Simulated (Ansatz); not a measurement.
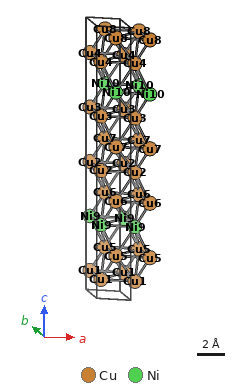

Starting structure of a crystal of Cu$_{4}$Ni (a generated structure, set up in P6_3/mmc) (coarse preliminary run). Style: ball-and-stick. Shown: the cell of the calculation, repeated 2 × 2 × 1 with one cell outlined, slightly off an axis.

Computed with DFT PBE, scalar-relativistic, plane waves, PAW (Ansatz 0.2.0).

The input:
```yaml
crystal:
  lattice:
    - [2.589472, 0.0, 0.0]
    - [-1.294736, 2.24254853, 0.0]
    - [0.0, 0.0, 21.06116486]
  atoms:
    - { symbol: Cu, position: [0.33333333, 0.66666667, 0.05] }
    - { symbol: Cu, position: [0.33333333, 0.66666667, 0.45] }
    - { symbol: Cu, position: [0.33333333, 0.66666667, 0.65] }
    - { symbol: Cu, position: [0.33333333, 0.66666667, 0.85] }
    - { symbol: Cu, position: [0.66666667, 0.33333333, 0.15] }
    - { symbol: Cu, position: [0.66666667, 0.33333333, 0.35] }
    - { symbol: Cu, position: [0.66666667, 0.33333333, 0.55] }
    - { symbol: Cu, position: [0.66666667, 0.33333333, 0.95] }
    - { symbol: Ni, position: [0.33333333, 0.66666667, 0.25], spin: 2.0 }
    - { symbol: Ni, position: [0.66666667, 0.33333333, 0.75], spin: 2.0 }
basis:
  ecutwfc: 420
kpoints:
  mp_grid: { grid: [6, 6, 1] }
hamiltonian:
  xc: pbe
scf:
  occupations: { method: gaussian, width: 0.1 }
  lower_state_search: "off"
output:
  forces: true
  stress: true
  eigenvalues: true
  populations: true
magnetization:
  spin_polarized: true
relax:
  adjacent_minimum: "off"
  f_tol: 0.04
  max_steps: 70
  cell: { stress_tol: 0.4 }
```

Command:
```bash
ansatz run input.yaml --threads 1 --pin off --max-ram 2560MiB --backend cpu --events-out ev --progress --plain --runs-dir out
```

> Predict the outcome.

After 4 accepted moves (5 points after the start) the energy has fallen by 12.1 meV per atom. The largest force component goes from 0.22 to 0.0013 eV/Å. The pressure goes from −5.46 to 0.05 GPa. The SCF was repeated once at an unchanged geometry on a basis and grid sized afresh for the cell, which shifted the energy by 0.4 meV per atom at most. The largest moves relative to the cell, 0.040 Å, are those of Cu3, Cu4, Cu5 and Cu6. Cu6 goes along −c. Ni stays in place. The drawn cell changes as follows: a = b 2.589 → 2.531 Å (−2.3 %), c 21.061 → 21.183 Å (+0.6 %); the volume changes by −3.9 %. Near-neighbour distances that change, for instance: Cu1–Cu1 2.589 → 2.531 Å, Ni10–Ni10 2.589 → 2.531 Å, Cu3–Ni10 2.583 → 2.541 Å, Cu1–Cu8 2.583 → 2.596 Å. The space group stays P6_3/mmc (No. 194). The program noted that the starting moments weren't kept. The run took 2.7 min on 1 thread of Intel(R) Xeon(R) Platinum 8259CL CPU @ 2.50GHz (Skylake/Cascade Lake), on a shared host, peak memory 0.63 GiB.

Step by step:

| step | E − E(0), meV/atom | largest force component, eV/Å | pressure, GPa | volume, Å³/atom | note |
| --- | --- | --- | --- | --- | --- |
| 0 | 0.00 | 0.2229 | -5.46 | 12.230 |  |
| 1 | -8.74 | 0.1305 | -2.52 | 11.953 |  |
| 2 | -12.20 | 0.0322 | 0.58 | 11.703 |  |
| 3 | -12.41 | 0.0224 | 0.13 | 11.738 |  |
| 4 | -12.46 | 0.0013 | 0.01 | 11.748 |  |
| 5 | -12.09 | 0.0013 | 0.05 | 11.748 | same geometry, new basis |

The structure at the end:

```
CELL_PARAMETERS angstrom
2.53057 0.00000 0.00000
-1.26528 2.19154 0.00000
0.00000 0.00000 21.18285
ATOMIC_POSITIONS crystal
Cu 0.33333 0.66667 0.05064
Cu 0.33333 0.66667 0.44936
Cu 0.33333 0.66667 0.65188
Cu 0.33333 0.66667 0.84812
Cu 0.66667 0.33333 0.15188
Cu 0.66667 0.33333 0.34812
Cu 0.66667 0.33333 0.55064
Cu 0.66667 0.33333 0.94936
Ni 0.33333 0.66667 0.25000
Ni 0.66667 0.33333 0.75000
```

The end point in the same view:

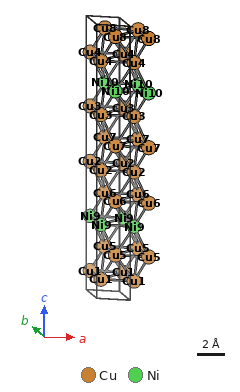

Limits of the set-up: the k-point mesh is coarse for a cell with partly filled bands.
